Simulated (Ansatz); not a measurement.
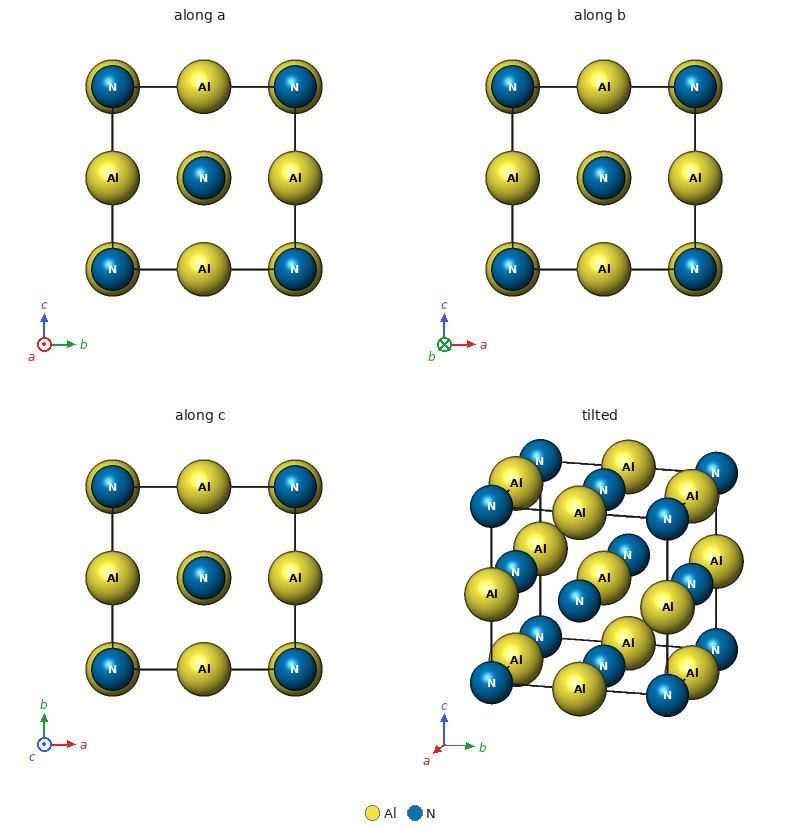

We look at a spheres-only model of the crystal along the a axis, along the b axis, along the c axis and slightly off an axis. Lines trace the edges of the conventional unit cell.

Lattice parameters: a = 4.0452 Å, b = 4.0452 Å, c = 4.0452 Å, α = 90.000°, β = 90.000°, γ = 90.000°.

**Turn the picture into a CIF with its space group and independent sites.**

```cif
data_structure
_symmetry_space_group_name_H-M 'F m -3 m'
_symmetry_Int_Tables_number 225
_cell_length_a 4.0452
_cell_length_b 4.0452
_cell_length_c 4.0452
_cell_angle_alpha 90.000
_cell_angle_beta 90.000
_cell_angle_gamma 90.000
_cell_volume 66.19
loop_
_atom_site_label
_atom_site_type_symbol
_atom_site_symmetry_multiplicity
_atom_site_Wyckoff_symbol
_atom_site_fract_x
_atom_site_fract_y
_atom_site_fract_z
_atom_site_occupancy
Al1 Al 4 b 0.5000 0.0000 0.0000 1
N1 N 4 a 0.0000 0.0000 0.0000 1
```

Starting structure: a structure type filled with these elements by a generator (whether the compound takes this form wasn't checked). The final geometry of a relaxation with DFT, PBEsol, plane waves, PAW (Ansatz 0.2.0) is shown.
